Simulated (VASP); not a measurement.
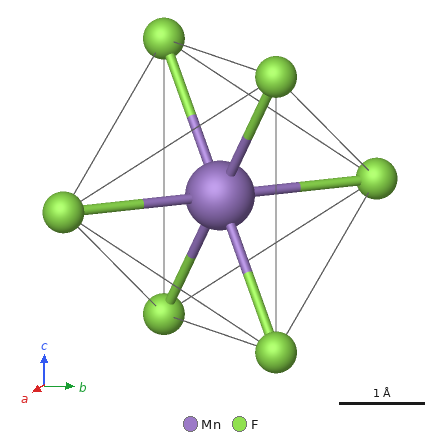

Coordination of Mn in MnF₂ (P4_2/mnm). Shape measures S are computed against regular polyhedra or, for capped shapes, the nearer of the equal-edge and equal-bond forms. Origin: the geometry relaxed with VASP Kohn-Sham DFT of a periodic cell, PBE, VASP PAW PBE potentials, recommended in VASP.

What geometry does the central atom have?

Answer. MnF6: a slightly distorted octahedron (coordination number 6, S = 0.68; next best trigonal prism, S = 15.9).

Does the central atom sit at the centroid of its ligands?

Answer. Yes, to within 0.01 Å; the site symmetry is mmm.

How long are the bonds?

Answer. 2 × Mn–F 2.14 Å and 4 × Mn–F 2.15 Å. The next neighbour, not counted, lies at 3.34 Å.
